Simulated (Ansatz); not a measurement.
Input

```
crystal:
  lattice:
    - [0.0, 1.6340586673, 2.1242762675]
    - [1.6340586673, 0.0, 2.1242762675]
    - [1.6340586673, 1.6340586673, 0.0]
  atoms:
    - { symbol: C, position: [0.5, 0.5, 0.5] }
    - { symbol: C, position: [0.75, 0.75, 0.75] }
basis:
  ecutwfc: 420
kpoints:
  mp_grid: { grid: [12, 12, 12] }
hamiltonian:
  xc: pbe
scf:
  occupations: { method: gaussian, width: 0.05 }
output:
  forces: true
  stress: true
  eigenvalues: true
  write_density: true
  write_potential: true
  elf: true
  volumetric_format: npy
```

Launched as:

```sh
ansatz run input.yaml --threads 1 --pin off --max-ram 2560MiB --backend cpu --events-out ev --progress --plain --runs-dir out
```

Below, planes, directions and counts refer to the conventional cell (a = 2.31 Å, b = 2.31 Å, c = 4.25 Å, α = 90.00°, β = 90.00°, γ = 90.00°).

Space group I4₁/amd; computed pressure about 5 GPa in this cell.

These are results of Ansatz, DFT PBE, scalar-relativistic, plane waves, PAW, not measurements.

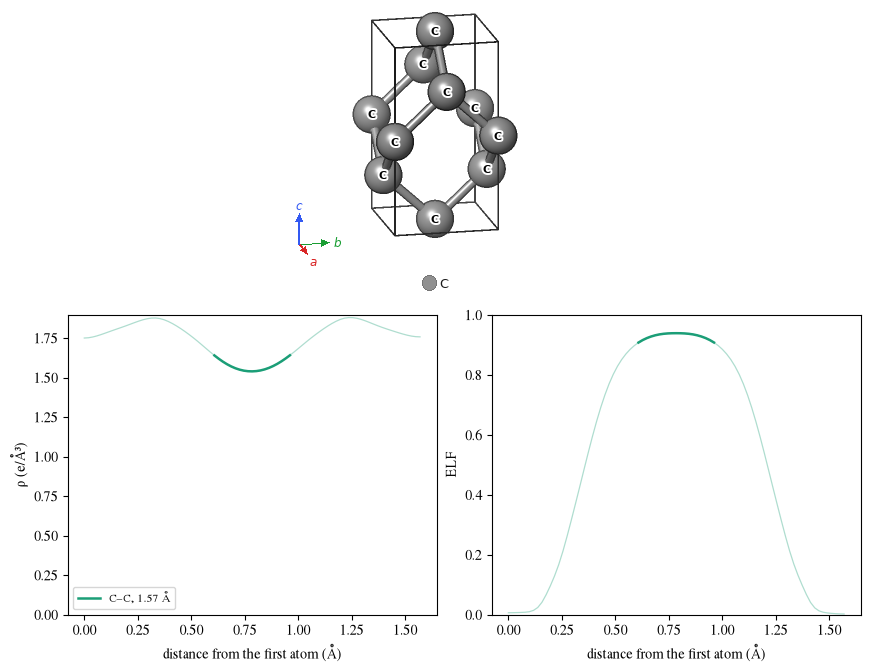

C. Valence pseudo-density and electron localisation function along straight lines between neighbouring atoms. Thin, pale parts lie inside the atomic spheres. The structure is drawn too.

Core electrons are frozen (PAW), and the valence fields are smoothed inside the atomic spheres.

Question: What can be read from the curves?

Answer: C–C (1.57 Å): ρ is about 1.5 e/Å³ halfway; the ELF peaks at about 0.95 between the atoms, as expected for a covalent bond.
